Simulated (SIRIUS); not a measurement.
## CdS: 7 runs along one coordinate

System: CdS (Fm-3m, 2 atoms in the cell).
Method: Kohn-Sham DFT of a periodic cell, PBEsol, dojo-sr-pbesol-0.4.1-standard, no spin polarisation (SIRIUS 7.10.0).

The 7 runs differ only in the geometry, by an even scaling of the cell at fixed fractional positions. The structure derives from a Materials Project entry.

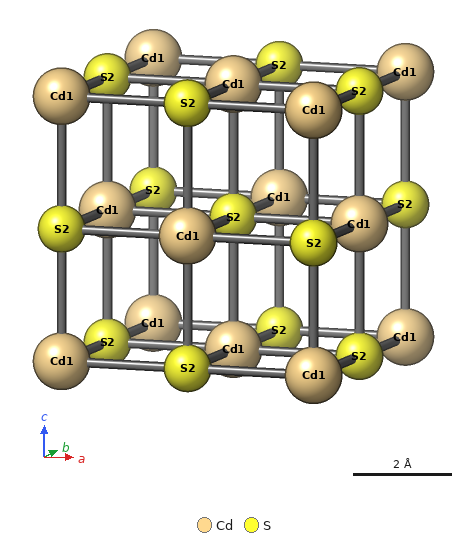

Figure 1. The structure of run 4 (ball-and-stick view of the cell 4 times as large as that of the calculation, set on its symmetry axes, seen slightly off an axis; atoms are numbered from 1 in the order of the input). An atom can appear more than once, as a periodic image.

## Input of run 4
```
{
  "control": {
    "processing_unit": "cpu",
    "verbosity": 2,
    "num_bands_to_print": 21,
    "print_forces": true,
    "print_stress": true
  },
  "parameters": {
    "electronic_structure_method": "pseudopotential",
    "xc_functionals": ["XC_GGA_X_PBE_SOL", "XC_GGA_C_PBE_SOL"],
    "gk_cutoff": 10.1,
    "pw_cutoff": 20.2,
    "ngridk": [8, 8, 8],
    "shiftk": [0, 0, 0],
    "smearing": "fermi_dirac",
    "smearing_width": 0.0018374661,
    "num_bands": 21,
    "num_mag_dims": 0,
    "num_dft_iter": 100,
    "energy_tol": 1e-08,
    "density_tol": 1e-06
  },
  "iterative_solver": {
    "type": "davidson",
    "min_tolerance": 1e-09,
    "tolerance_scale": [0.1, 0.25]
  },
  "mixer": {
    "type": "anderson",
    "beta": 0.7,
    "max_history": 8
  },
  "settings": {
    "tol_ne": 1e-10,
    "pseudo_grid_cutoff": 6.5
  },
  "unit_cell": {
    "lattice_vectors": [
      [0.0, 0.707106781187, 0.707106781187],
      [0.707106781187, 0.0, 0.707106781187],
      [0.707106781187, 0.707106781187, 0.0]
    ],
    "lattice_vectors_scale": 7.3579793784,
    "atom_coordinate_units": "lattice",
    "atom_types": ["Cd", "S"],
    "atom_files": {
      "Cd": "Cd.json",
      "S": "S.json"
    },
    "atoms": {
      "Cd": [
        [0.0, 0.0, 0.0]
      ],
      "S": [
        [0.5, 0.5, 0.5]
      ]
    }
  }
}
```

Command:
```bash
upf_to_json Cd.upf
upf_to_json S.upf
OMP_NUM_THREADS=1 sirius.scf --input=sirius.json --output=out.json --task=0
```

Lattice vectors (Å) and fractional positions of run 4:
```
   0.000000    2.753244    2.753244
   2.753244    0.000000    2.753244
   2.753244    2.753244    0.000000
Cd  0.000000  0.000000  0.000000
S   0.500000  0.500000  0.500000
```

Run 5 has the same physical settings and fractional positions; its lattice vectors (Å) are:
```
   0.000000    2.771478    2.771478
   2.771478    0.000000    2.771478
   2.771478    2.771478    0.000000
```

## Results, with one run withheld

| run | volume per atom (Å³) | free energy per atom, from the lowest run given (meV) | pressure (GPa) | gap on the mesh (eV) |
| --- | --- | --- | --- | --- |
| 1 | 19.618 | 0.00 | 0.18 | 0.13 |
| 2 | 20.036 | 1.66 | −1.52 | 0.14 |
| 3 | 20.453 | 7.51 | −3.03 | 0.14 |
| 4 | 20.871 | 17.05 | −4.37 | 0.14 |
| 5 | 21.288 | ? | ? | ? |
| 6 | 21.705 | 45.61 | −6.60 | 0.14 |
| 7 | 22.123 | 63.89 | −7.52 | 0.14 |

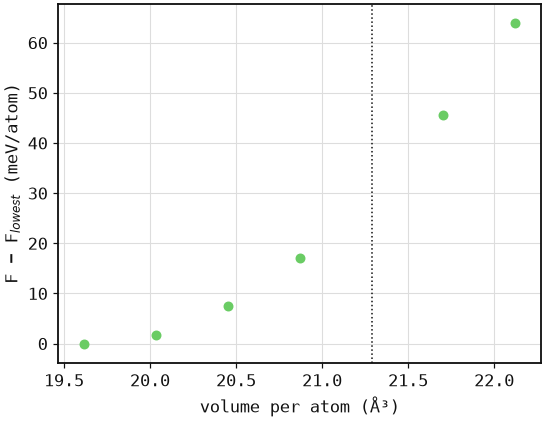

Figure 2. Free energy per atom of the runs given; the dotted line marks run 5.

Estimate the energy of run 5 from the others.

A cubic polynomial in V^(−2/3) (the Birch–Murnaghan form), fitted to the 6 runs given, misses them by at most 0.02 meV per atom. With x = V^(−2/3) − 0.13235 Å⁻², it reads F = 14.414 − 5894.2 x + 5.9177e+05 x² + 1.8798e+06 x³ (meV per atom). At run 5 it gives 29.89 meV per atom, and the run itself gives 29.88. The slope of the fit gives a pressure −dF/dV of −5.50 GPa there, and the run prints −5.55 GPa. The fit has its minimum at 19.674 Å³ per atom, where V d²F/dV² gives 84.4 GPa: the bulk modulus at this level, since symmetry fixes the shape and the positions.

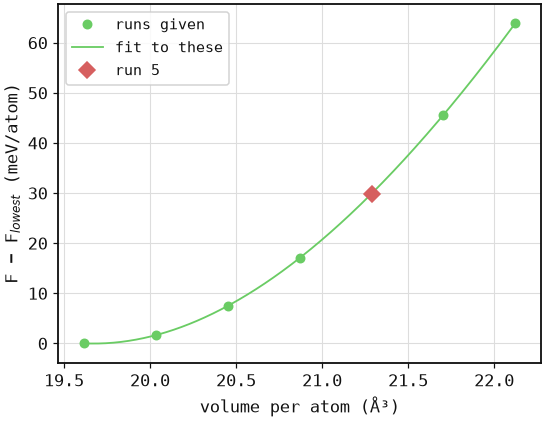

Figure 3. The fit and the withheld run.

## Some lines of the output (run 5)
```
[...]
[find] Free energy (E-TS)             :    -186.26273849 (Ha),    -372.52547698 (Ry)
[find] band gap (eV)                  :       0.14510160
[find] Efermi                         :       0.33753277
[find] Total energy                   :    -186.26266982 (Ha),    -372.52533965 (Ry)
[find] Free energy (E-TS)             :    -186.26273850 (Ha),    -372.52547699 (Ry)
[find] band gap (eV)                  :       0.14510004
[find] Efermi                         :       0.33753434
[find] Total energy                   :    -186.26266982 (Ha),    -372.52533964 (Ry)
[find] Free energy (E-TS)             :    -186.26273850 (Ha),    -372.52547700 (Ry)
[find] band gap (eV)                  :       0.14508203
[find] Efermi                         :       0.33753388
[find] Total energy                   :    -186.26266981 (Ha),    -372.52533963 (Ry)
[find] band gap (eV)                  :       0.14506519
[find] Efermi                         :       0.33753374
```
